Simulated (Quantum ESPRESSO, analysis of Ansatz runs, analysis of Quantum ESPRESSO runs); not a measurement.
## Zn vacancy with two H in ZnO: local vibrational mode against experiment (Quantum ESPRESSO)

Subject: Zn vacancy with two H in ZnO. Wanted: its local vibrational mode, in one set-up (LDA, GBRV 1.5 LDA, 32-site cell, LDA lattice, k: the single point 1/4 1/4 1/4). The model is a cell of 32 host atoms with 1 Zn taken out and 2 H put in. The frequencies come from force constants among the defect atom and its neighbours, with the masses of the isotopes named. A local or semilocal functional is the cheapest first rung.

Measured beforehand: Upper O-H stretch: 3349.6 cm⁻¹ at 9 K, by FTIR absorption (quoted in “Hydrogen-related defects in hydrothermally grown ZnO studied by Fourier Transform Infrared Spectroscopy”, 2010, Halvard Haug, quoting earlier work (2003)). Lower O-H stretch: 3312.2 cm⁻¹ at 9 K, by FTIR absorption (quoted in “Hydrogen-related defects in hydrothermally grown ZnO studied by Fourier Transform Infrared Spectroscopy”, 2010, Halvard Haug, quoting earlier work (2003)). The runs below try to reproduce this.

Calculated with Quantum ESPRESSO 7.5; Quantum ESPRESSO plane-wave DFT, LDA, GBRV 1.5 LDA potentials; relaxation of all atoms of a defect supercell.

## Step 1: Starting point

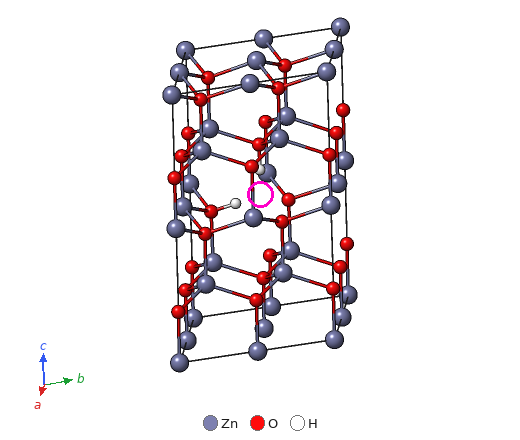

Start, viewed slightly off an axis; zinc blue, oxygen red, hydrogen white. A ring marks the centre wherever it is empty. Bonds to atoms that aren't drawn are left out. Some periodic images of atoms are drawn too.

The cell holds 33 atoms: 15 Zn, 16 O and 2 H. Its edges and angles: a = 6.379 Å, b = 6.379 Å, c = 10.313 Å, α = 90.0°, β = 90.0°, γ = 120.0°. It derives from ZnO (space group P6_3mc). Nearest the centre at fractional (0.333, 0.667, 0.500): H32 at 0.97 Å, H33 at 0.99 Å, O27 at 1.93 Å, O12 at 1.94 Å, O14 at 1.95 Å, O4 at 1.96 Å, Zn5 at 3.15 Å, Zn24 at 3.17 Å.

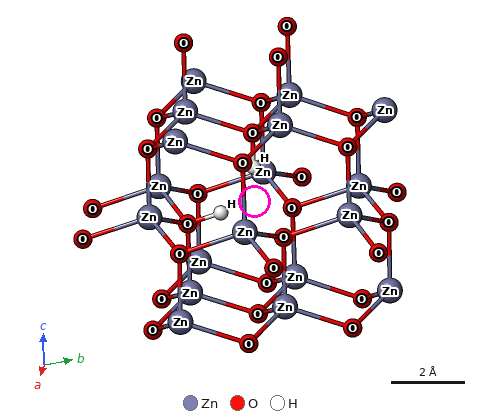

The atoms within 5 Å of the centre. A ring marks the centre wherever it is empty.

The host's primitive cell comes from a first run (Quantum ESPRESSO plane-wave DFT, LDA, GBRV 1.5 LDA potentials; relaxation of cell and atoms of a defect-free cell): vectors of 3.189, 3.189 and 5.156 Å. That is 11.36 Å³ an atom, 4.6 % under the diffraction cell's volume. The supercell is built on it.

## Step 2: Relaxation, charge 0

Every later number rests on the structure around the defect, so the atoms are relaxed at the host's lattice first.

Contents of pw.in:

```
&CONTROL
  calculation = 'relax'
  prefix = 'pwscf'
  outdir = './tmp'
  pseudo_dir = './pseudo'
  tprnfor = .true.
  disk_io = 'low'
  nstep = 70
  forc_conv_thr = 0.00039
  etot_conv_thr = 0.0001
/
&SYSTEM
  ibrav = 0
  nat = 33
  ntyp = 3
  ecutwfc = 45
  ecutrho = 360
  nbnd = 203
  occupations = 'smearing'
  smearing = 'fd'
  degauss = 0.00073499
  nosym = .true.
/
&ELECTRONS
  conv_thr = 3d-08
  electron_maxstep = 100
  mixing_beta = 0.5
/
&IONS
  ion_dynamics = 'bfgs'
/
ATOMIC_SPECIES
Zn    65.3800 zn_lda_v1.uspp.F.UPF
O     15.9990 o_lda_v1.2.uspp.F.UPF
H      1.0080 h_lda_v1.4.uspp.F.UPF
CELL_PARAMETERS angstrom
   6.3788936390    0.0000000000    0.0000000000
  -3.1894468195    5.5242839950    0.0000000000
   0.0000000000    0.0000000000   10.3127043002
ATOMIC_POSITIONS crystal
Zn     0.1649918903    0.3334973960    0.2485438104
Zn     0.3311734167    0.1679612099   -0.0003672542
O      0.3351093435    0.1672142918    0.1876804741
O      0.1639824675    0.3300969479    0.4387909306
Zn     0.1676635582    0.3350018926    0.7484295575
Zn     0.3306555437    0.1656497863    0.4988578267
O      0.3321027875    0.1673305103    0.6877139293
O      0.1665993312    0.3358619871    0.9382402093
Zn     0.1640675701    0.8332710952    0.2490355479
Zn     0.3339808996    0.6657989610    0.0019077261
O      0.3344561025    0.6702038349    0.1892508631
O      0.1635978665    0.8301778545    0.4395881455
Zn     0.1682656163    0.8328269856    0.7516888470
O      0.3367380115    0.6679149893    0.6887606572
O      0.1636081074    0.8309909947    0.9402649225
Zn     0.6668005635    0.3310949897    0.2514602267
Zn     0.8304523643    0.1635136309   -0.0003595394
O      0.8298037403    0.1646237860    0.1897530991
O      0.6660776277    0.3360391198    0.4388909773
Zn     0.6673988407    0.3306437130    0.7499611986
Zn     0.8301249518    0.1655277902    0.5009988805
O      0.8358282686    0.1661297084    0.6902271388
O      0.6633605951    0.3318993354    0.9401359616
Zn     0.6667902007    0.8303356924    0.2505667473
Zn     0.8318987468    0.6684834345   -0.0006970755
O      0.8326289406    0.6690439018    0.1902338749
O      0.6644920384    0.8326068660    0.4408916489
Zn     0.6657170121    0.8310936031    0.7516677734
Zn     0.8331502684    0.6654841551    0.4983322051
O      0.8298153918    0.6644935641    0.6889775336
O      0.6633730064    0.8328607295    0.9390098912
H      0.3369345929    0.6681535171    0.5945309480
H      0.2480036039    0.4974324140    0.4686774294
K_POINTS crystal
1
0.25 0.25 0.25 1.0
```

The run is started by

```console
> OMP_NUM_THREADS=1 mpirun -n 4 pw.x -in pw.in > pw.out
```

The log of the run:

```text
This program is part of the open-source Quantum ESPRESSO suite
     for quantum simulation of materials; please cite
         "P. Giannozzi et al., J. Phys.:Condens. Matter 21 395502 (2009);
         "P. Giannozzi et al., J. Phys.:Condens. Matter 29 465901 (2017);
         "P. Giannozzi et al., J. Chem. Phys. 152 154105 (2020);
          URL
     in publications or presentations arising from this work. More details at

     Subspace diagonalization in iterative solution of the eigenvalue problem:
     one sub-group per band group will be used
     scalapack distributed-memory algorithm (size of sub-group:  2*  2 procs)

     --------------------
     sticks:   dense  smooth     PW     G-vecs:    dense   smooth      PW
     Min         904     449    124                70722    24994    3540
     Max         906     451    125                70724    24997    3545
     Sum        3619    1801    499               282891    99983   14173

     Using Slab Decomposition

     bravais-lattice index     =            0
     lattice parameter (alat)  =      12.0544  a.u.
     unit-cell volume          =    2452.3956 (a.u.)^3
     number of atoms/cell      =           33
     number of atomic types    =            3
     number of electrons       =       398.00
     number of Kohn-Sham states=          203
     kinetic-energy cutoff     =      45.0000  Ry
     charge density cutoff     =     360.0000  Ry
     scf convergence threshold =      3.0E-08
     mixing beta               =       0.5000
     number of iterations used =            8  plain     mixing
     energy convergence thresh.=      1.0E-04
     force convergence thresh. =      3.9E-04
     Exchange-correlation=  SLA  PZ   NOGX NOGC
                           (   1   1   0   0   0   0   0)
     nstep                     =           70

     celldm(1)=  12.054362  celldm(2)=   0.000000  celldm(3)=   0.000000
     celldm(4)=   0.000000  celldm(5)=   0.000000  celldm(6)=   0.000000

     crystal axes: (cart. coord. in units of alat)
               a(1) = (   1.000000   0.000000   0.000000 )
               a(2) = (  -0.500000   0.866025   0.000000 )
               a(3) = (   0.000000   0.000000   1.616692 )

     reciprocal axes: (cart. coord. in units 2 pi/alat)
               b(1) = (  1.000000  0.577350 -0.000000 )
               b(2) = (  0.000000  1.154701  0.000000 )
               b(3) = (  0.000000 -0.000000  0.618547 )

     PseudoPot. # 1 for Zn read from file:
     zn_lda_v1.uspp.F.UPF
     Pseudo is Ultrasoft, Zval = 20.0
     Generated by new atomic code, or converted to UPF format
     Using radial grid of  943 points,  6 beta functions with:
                l(1) =   0
                l(2) =   0
                l(3) =   1
                l(4) =   1
                l(5) =   2
                l(6) =   2
     Q(r) pseudized with  8 coefficients,  rinner =    1.100   1.100   1.100
                                                       1.100   1.100

     PseudoPot. # 2 for O  read from file:
     o_lda_v1.2.uspp.F.UPF
     Pseudo is Ultrasoft + core correction, Zval =  6.0
     Generated by new atomic code, or converted to UPF format
     Using radial grid of  737 points,  5 beta functions with:
                l(1) =   0
                l(2) =   0
                l(3) =   1
                l(4) =   1
                l(5) =   2
     Q(r) pseudized with  8 coefficients,  rinner =    0.900   0.900   0.900
                                                       0.900   0.900

     PseudoPot. # 3 for H  read from file:
     h_lda_v1.4.uspp.F.UPF
     Pseudo is Ultrasoft, Zval =  1.0
     Generated by new atomic code, or converted to UPF format
     Using radial grid of  615 points,  2 beta functions with:
                l(1) =   0
                l(2) =   0
     Q(r) pseudized with  8 coefficients,  rinner =    0.700

     atomic species   valence    mass     pseudopotential
     Zn               20.00    65.38000     Zn( 1.00)
     O                 6.00    15.99900     O ( 1.00)
     H                 1.00     1.00800     H ( 1.00)

     No symmetry found

   Cartesian axes

     site n.     atom                  positions (alat units)
         1        Zn     tau(   1) = (  -0.0017568   0.2888172   0.4018187  )
         2        Zn     tau(   2) = (   0.2471928   0.1454587  -0.0005937  )
         3        O      tau(   3) = (   0.2515022   0.1448118   0.3034215  )
         4        O      tau(   4) = (  -0.0010660   0.2858723   0.7093896  )
         5        Zn     tau(   5) = (   0.0001626   0.2901202   1.2099798  )
         6        Zn     tau(   6) = (   0.2478307   0.1434569   0.8064993  )
         7        O      tau(   7) = (   0.2484375   0.1449125   1.1118214  )
         8        O      tau(   8) = (  -0.0013317   0.2908650   1.5168451  )
         9        Zn     tau(   9) = (  -0.2525680   0.7216339   0.4026137  )
        10        Zn     tau(  10) = (   0.0010814   0.5765988   0.0030842  )
        11        O      tau(  11) = (  -0.0006458   0.5804136   0.3059603  )
        12        O      tau(  12) = (  -0.2514911   0.7189551   0.7106785  )
        13        Zn     tau(  13) = (  -0.2481479   0.7212493   1.2152491  )
        14        O      tau(  14) = (   0.0027805   0.5784314   1.1135136  )
        15        O      tau(  15) = (  -0.2518874   0.7196593   1.5201185  )
        16        Zn     tau(  16) = (   0.5012531   0.2867367   0.4065337  )
        17        Zn     tau(  17) = (   0.7486955   0.1416070  -0.0005813  )
        18        O      tau(  18) = (   0.7474918   0.1425684   0.3067723  )
        19        O      tau(  19) = (   0.4980581   0.2910184   0.7095514  )
        20        Zn     tau(  20) = (   0.5020770   0.2863459   1.2124560  )
        21        Zn     tau(  21) = (   0.7473611   0.1433513   0.8099607  )
        22        O      tau(  22) = (   0.7527634   0.1438725   1.1158845  )
        23        O      tau(  23) = (   0.4974109   0.2874333   1.5199100  )
        24        Zn     tau(  24) = (   0.2516224   0.7190918   0.4050892  )
        25        Zn     tau(  25) = (   0.4976570   0.5789236  -0.0011270  )
        26        O      tau(  26) = (   0.4981070   0.5794090   0.3075495  )
        27        O      tau(  27) = (   0.2481886   0.7210587   0.7127859  )
        28        Zn     tau(  28) = (   0.2501702   0.7197482   1.2152150  )
        29        Zn     tau(  29) = (   0.5004082   0.5763262   0.8056495  )
        30        O      tau(  30) = (   0.4975686   0.5754683   1.1138642  )
        31        O      tau(  31) = (   0.2469426   0.7212786   1.5180895  )
[...]
atom    3 type  2   force =     0.00016016   -0.00008983    0.00000013
     atom    4 type  2   force =     0.00001491   -0.00006555   -0.00014595
     atom    5 type  1   force =     0.00004881    0.00009461   -0.00001545
     atom    6 type  1   force =    -0.00016015   -0.00009294   -0.00009210
     atom    7 type  2   force =    -0.00010432    0.00005792    0.00030145
     atom    8 type  2   force =     0.00001126   -0.00004771    0.00007515
     atom    9 type  1   force =    -0.00020770    0.00005983   -0.00008144
     atom   10 type  1   force =     0.00010049   -0.00018656   -0.00035350
     atom   11 type  2   force =     0.00004905   -0.00018111   -0.00010975
     atom   12 type  2   force =     0.00015501    0.00022702    0.00025350
     atom   13 type  1   force =    -0.00021890    0.00004375    0.00021481
     atom   14 type  2   force =    -0.00027863   -0.00009138    0.00017728
     atom   15 type  2   force =    -0.00013235    0.00004382   -0.00005795
     atom   16 type  1   force =     0.00022060   -0.00005876   -0.00017433
[...]
Total force =     0.001490     Total SCF correction =     0.000055
     Energy error            =      3.2E-06 Ry
     Gradient error          =      4.5E-04 Ry/Bohr

     number of scf cycles    =  60
     number of bfgs steps    =  59

     energy             old  =   -7438.7068720794 Ry
     energy             new  =   -7438.7068753219 Ry

     CASE: energy            _new < energy            _old

     new trust radius        =       0.0023487684 bohr
     new conv_thr            =       0.0000000003 Ry

ATOMIC_POSITIONS (crystal)
Zn               0.1606331204        0.3234508221        0.2428061180
Zn               0.3318215841        0.1651190422        0.0023368106
O                0.3285435766        0.1536620516        0.1919830906
O                0.1808630702        0.3300684223        0.4375045019
Zn               0.1623611128        0.3417602022        0.7453753549
Zn               0.3440682771        0.1462235328        0.4994064640
O                0.3316895432        0.1765489898        0.6893938439
O                0.1661756997        0.3340460988        0.9356271344
Zn               0.1659798595        0.8216456673        0.2634546785
Zn               0.3328125226        0.6661091915        0.0012960116
O                0.3303466634        0.6585373884        0.1893867075
O                0.1767394330        0.8145348952        0.4513177698
Zn               0.1508019810        0.8501272353        0.7551705331
O                0.3237280764        0.6834766952        0.6838732368
O                0.1635742456        0.8320414525        0.9412553677
Zn               0.6643816030        0.3303216886        0.2495141490
[...]
NEW-OLD atomic charge density approx. for the potential

     Check: negative core charge=   -0.000002

     Self-consistent Calculation

     iteration #  1     ecut=    45.00 Ry     beta= 0.50
     Davidson diagonalization with overlap
     ethr =  1.00E-06,  avg # of iterations =  3.0

     Threshold (ethr) on eigenvalues was too large:
     Diagonalizing with lowered threshold

     Davidson diagonalization with overlap
     ethr =  4.44E-10,  avg # of iterations =  5.0

     total energy              =   -7438.70687988 Ry
     estimated scf accuracy    <       0.00000284 Ry

     iteration #  2     ecut=    45.00 Ry     beta= 0.50
     Davidson diagonalization with overlap
     ethr =  7.15E-10,  avg # of iterations =  2.0

     total energy              =   -7438.70688007 Ry
     estimated scf accuracy    <       0.00000034 Ry

     iteration #  3     ecut=    45.00 Ry     beta= 0.50
     Davidson diagonalization with overlap
     ethr =  8.63E-11,  avg # of iterations =  3.0

     total energy              =   -7438.70688006 Ry
     estimated scf accuracy    <       0.00000010 Ry

     iteration #  4     ecut=    45.00 Ry     beta= 0.50
     Davidson diagonalization with overlap
     ethr =  2.62E-11,  avg # of iterations =  3.0

     total energy              =   -7438.70688007 Ry
     estimated scf accuracy    <          8.6E-09 Ry

     iteration #  5     ecut=    45.00 Ry     beta= 0.50
     Davidson diagonalization with overlap
     ethr =  2.16E-12,  avg # of iterations =  2.0

     total energy              =   -7438.70688002 Ry
     estimated scf accuracy    <          1.2E-09 Ry

     iteration #  6     ecut=    45.00 Ry     beta= 0.50
     Davidson diagonalization with overlap
     ethr =  2.96E-13,  avg # of iterations =  2.0

     End of self-consistent calculation

          k = 0.2500 0.4330 0.1546 ( 12509 PWs)   bands (ev):

  -114.3778-114.3248-114.2966-114.2020-114.1572-114.1392-114.1225-114.1190
  -114.1073-114.0831-114.0676-114.0191-113.9512-113.8563-113.6730 -69.0604
[...]
4.0259   4.0321   4.0537   4.0608   4.0821   4.1135   4.1296   4.1446
     4.1691   4.1923   4.2263   4.2548   4.3077   4.3279   4.3760   4.4248
     4.4853   4.6253   4.6692   4.7003   4.7593   4.8357   4.9202   4.9822
     5.0762   5.2454   5.4185   5.4759   5.5309   5.5986   5.6737   5.8010
     5.9440   6.0472   6.1112   6.2660   6.3396   6.3574   6.4417   6.4612
     6.5466   6.6069   6.6839   6.7334   6.7969   6.8723   6.9220   6.9820
     7.0349   7.1758   7.2445   7.3269   7.3906   7.4865   7.5397   7.5695
     7.6532   7.7090   7.7648   7.8002   7.9230   8.1408   8.2760  11.6157
    12.5531  12.9590  13.0583

     the Fermi energy is     9.1697 ev

!    total energy              =   -7438.70688002 Ry
     estimated scf accuracy    <          1.2E-10 Ry
     smearing contrib. (-TS)   =       0.00000000 Ry
     internal energy E=F+TS    =   -7438.70688002 Ry

     The total energy is F=E-TS. E is the sum of the following terms:
     one-electron contribution =   -6157.49597471 Ry
     hartree contribution      =    3240.73452172 Ry
     xc contribution           =    -741.11659675 Ry
     ewald contribution        =   -3780.82883028 Ry

     convergence has been achieved in   6 iterations

     Forces acting on atoms (cartesian axes, Ry/au):

[...]
atom   26 type  2   force =     0.00012925    0.00003488    0.00006046
     atom   27 type  2   force =    -0.00032249    0.00015089   -0.00005792
     atom   28 type  1   force =     0.00009864    0.00008520    0.00009589
     atom   29 type  1   force =    -0.00003181   -0.00002833    0.00004165
     atom   30 type  2   force =    -0.00004698    0.00012980    0.00016566
     atom   31 type  2   force =     0.00007971    0.00015592    0.00001152
     atom   32 type  3   force =     0.00000804   -0.00004580   -0.00006055
     atom   33 type  3   force =    -0.00010758    0.00004870   -0.00003124

     Total force =     0.001184     Total SCF correction =     0.000046
     Energy error            =      4.7E-06 Ry
     Gradient error          =      3.7E-04 Ry/Bohr

     bfgs converged in  61 scf cycles and  60 bfgs steps
     (criteria: energy <  1.0E-04 Ry, force <  3.9E-04 Ry/Bohr)

     End of BFGS Geometry Optimization

     Final energy             =   -7438.7068800193 Ry

     File ./tmp/pwscf.bfgs deleted, as requested
Begin final coordinates

ATOMIC_POSITIONS (crystal)
[...]
O                0.8351560979        0.6652431517        0.1923303462
O                0.6661658738        0.8219074590        0.4440621060
Zn               0.6639999989        0.8421007445        0.7443067119
Zn               0.8402951001        0.6645604252        0.4986753603
O                0.8257016067        0.6693891795        0.6912066912
O                0.6623252079        0.8301192253        0.9346493086
H                0.3078894755        0.7153141102        0.5881614083
H                0.2947321074        0.5094062322        0.4523469430
End final coordinates

=------------------------------------------------------------------------------=
   JOB DONE.
=------------------------------------------------------------------------------=
```

It took 36 min on 4 MPI ranks of Arm Neoverse V2, shared host; peak memory 1.5 GiB; 2.4 h of CPU time.

Step by step (22 of 61):

```csv
step,energy less that of the first step (eV)
0,0.0000
3,-0.5292
6,-0.6194
9,-0.6493
11,-0.6578
14,-0.6686
17,-0.6737
20,-0.6769
23,-0.6787
26,-0.6796
29,-0.6799
31,-0.6802
34,-0.6806
37,-0.6811
40,-0.6827
43,-0.6860
46,-0.6891
49,-0.6909
51,-0.6918
54,-0.6925
57,-0.6927
60,-0.6929
```

The atoms that moved most (Å):

| atom | dx | dy | dz | length |
| --- | --- | --- | --- | --- |
| H32 | -0.336 | 0.261 | -0.066 | 0.430 |
| H33 | 0.260 | 0.066 | -0.168 | 0.317 |
| O12 | 0.134 | -0.086 | 0.121 | 0.200 |
| Zn13 | -0.167 | 0.096 | 0.036 | 0.195 |
| Zn6 | 0.148 | -0.107 | 0.006 | 0.183 |
| Zn9 | 0.049 | -0.064 | 0.149 | 0.169 |
| O14 | -0.133 | 0.086 | -0.050 | 0.166 |
| O4 | 0.108 | 0.000 | -0.013 | 0.109 |

The relaxed structure:

```
CELL_PARAMETERS angstrom
6.37889 0.00000 0.00000
-3.18945 5.52428 0.00000
0.00000 0.00000 10.31270
ATOMIC_POSITIONS crystal
Zn 0.16063 0.32345 0.24281
Zn 0.33182 0.16512 0.00234
O 0.32854 0.15366 0.19198
O 0.18086 0.33007 0.43750
Zn 0.16236 0.34176 0.74538
Zn 0.34407 0.14622 0.49941
O 0.33169 0.17655 0.68939
O 0.16618 0.33405 0.93563
Zn 0.16598 0.82165 0.26345
Zn 0.33281 0.66611 0.00130
O 0.33035 0.65854 0.18939
O 0.17674 0.81453 0.45132
Zn 0.15080 0.85013 0.75517
O 0.32373 0.68348 0.68387
O 0.16357 0.83204 0.94126
Zn 0.66438 0.33032 0.24951
Zn 0.83177 0.16184 0.99873
O 0.82688 0.15641 0.18877
O 0.67375 0.32996 0.43947
Zn 0.66315 0.33926 0.75164
Zn 0.82845 0.15198 0.49656
O 0.83118 0.17540 0.68718
O 0.66490 0.33223 0.94137
Zn 0.65864 0.82470 0.25880
Zn 0.83014 0.66578 0.00368
O 0.83516 0.66524 0.19233
O 0.66617 0.82191 0.44406
Zn 0.66400 0.84210 0.74431
Zn 0.84030 0.66456 0.49868
O 0.82570 0.66939 0.69121
O 0.66233 0.83012 0.93465
H 0.30789 0.71531 0.58816
H 0.29473 0.50941 0.45235
```

The atoms nearest to the centre after the run:

```csv
atom,distance (Å)
H32,0.998
H33,1.031
O12,1.756
O14,1.900
O27,1.929
O4,1.971
Zn9,3.022
Zn6,3.025
Zn24,3.070
```

Neighbours of the added atoms: H32: O14 1.02, H33 1.89, O12 1.90 Å; H33: O4 1.01, H32 1.89, O27 2.21 Å.

(Continued in part 2 of 2.)

[Logs are printed without paths, hosts, clocks, repeated set-up lines and the standing remarks that a program may print on its own settings, such as how far it seeks lower states.]

[Hosts, paths, dates, database ids (printed as entryN), source tags and the programs' standing remarks are cut or masked in the printed files.]

[For some hosts the program warned that the k-mesh of the response run may be too coarse for force constants and the static dielectric constant; such warnings are not shown here.]
